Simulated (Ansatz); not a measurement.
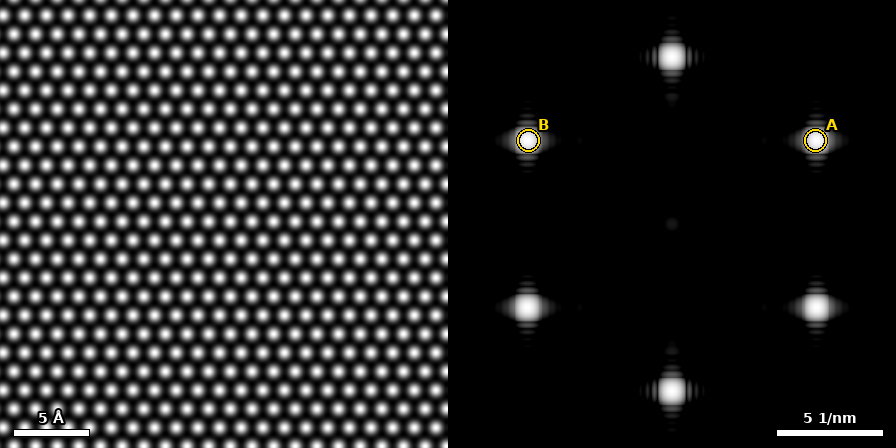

iDPC-like image of a crystal. Simulated as the projected potential of neutral atoms (B = 0.5 Å²) blurred by a 0.60 Å probe, the thin-sample limit of integrated differential phase contrast.

The right panel is the modulus of the image's Fourier transform on a logarithmic scale.

**Which lattice spacings do the marked spots stand for, and what angle do A and B enclose?**

A: 1.3 Å, B: 1.3 Å; A and B enclose about 120°.

The crystal is C (Fd-3m, No. 227) along [111]; the spots are (0 2 -2) and (-2 0 2). Structure used: the geometry given to an electronic-structure calculation, possibly off equilibrium; the starting structure was generated, so it need not be a known form of this composition.
